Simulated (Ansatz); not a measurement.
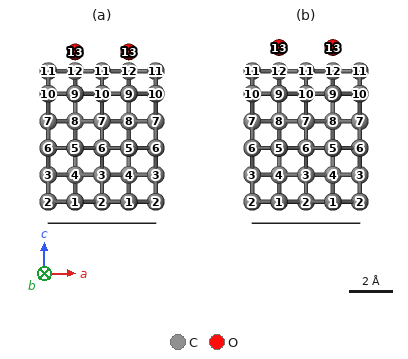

The structure of a slab of composition C12O (cut from the Fd-3m phase) before (left) and after (right) a constrained relaxation, at one scale.

The picture is a ball-and-stick view of the 2 × 1 repeat of the cell, outlined in the plane, without the vacuum, seen along the b axis.

Case: O over the place (2/4, 2/4) of the surface cell, its height relaxed. The slab is the (1 1 0) face of C with O on it. 12 atoms are held fixed.

All numbers below come from DFT PBEsol, scalar-relativistic, plane waves, PAW (Ansatz 0.2.0).

Input file:
```yaml
crystal:
  lattice:
    - [2.5129226041, 0.0, 0.0]
    - [0.0, 3.5538092279, 0.0]
    - [0.0, 0.0, 25.2823065103]
  atoms:
    - { symbol: C, position: [0.5, 0.0, 0.3362035025] }
    - { symbol: C, position: [0.0, 0.25, 0.3362035025] }
    - { symbol: C, position: [0.0, 0.5, 0.3859007602] }
    - { symbol: C, position: [0.5, 0.75, 0.3859007602] }
    - { symbol: C, position: [0.5, 0.0, 0.4355980179] }
    - { symbol: C, position: [0.0, 0.25, 0.4355980179] }
    - { symbol: C, position: [0.0, 0.5012213661, 0.4850750696] }
    - { symbol: C, position: [0.5, 0.7487786339, 0.4850750696] }
    - { symbol: C, position: [0.5, 0.0097937657, 0.5360759099] }
    - { symbol: C, position: [0.0, 0.2402062343, 0.5360759099] }
    - { symbol: C, position: [0.0, 0.5296167304, 0.5777788143] }
    - { symbol: C, position: [0.5, 0.7203832696, 0.5777788143] }
    - { symbol: O, position: [0.5, 1.0296167304, 0.6133768322], spin: 2.0 }
basis:
  ecutwfc: 420
kpoints:
  mp_grid: { grid: [11, 8, 1] }
hamiltonian:
  xc: pbesol
scf:
  occupations: { method: gaussian, width: 0.05 }
output:
  forces: true
  eigenvalues: true
  populations: true
magnetization:
  spin_polarized: true
relax:
  adjacent_minimum: "off"
  f_tol: 0.02
  max_steps: 25
  constraints:
    - { sites: [0, 1, 2, 3, 4, 5, 6, 7, 8, 9, 10, 11] }
    - { site: 12, fix: xy }
efield:
  axis: 3
  dipole_correction: true
  ramp_width: 0.04
```

Run as
```bash
ansatz run input.yaml --threads 2 --pin off --max-ram 5120MiB --backend cpu --events-out ev --progress --plain --runs-dir out
```

### What changed between the two?

The run was cut off at its time limit before the relaxation converged, so the last structure is only a point on the way. The atom that moves furthest is O13 (0.21 Å along the normal (+c)). C stays in place. The lattice vectors keep their values. Some distances before and after: C12–O13 1.420 → 1.559 Å. Bond angles that change, for instance: C9–C12–O13 85.0° → 90.9°. After 2 geometry steps the energy has fallen by 0.303 eV per cell of the calculation. Largest force component: 3.2 eV/Å at the start, 0.23 eV/Å at the end. The program noted that the starting moments weren't kept. Cost: 3.5 min on 2 threads of Arm Neoverse V2, on a shared host, peak memory 0.71 GiB.

Limits of the set-up: the periodic images lie only 2.5 Å apart, so the values are limited by the cell's size.
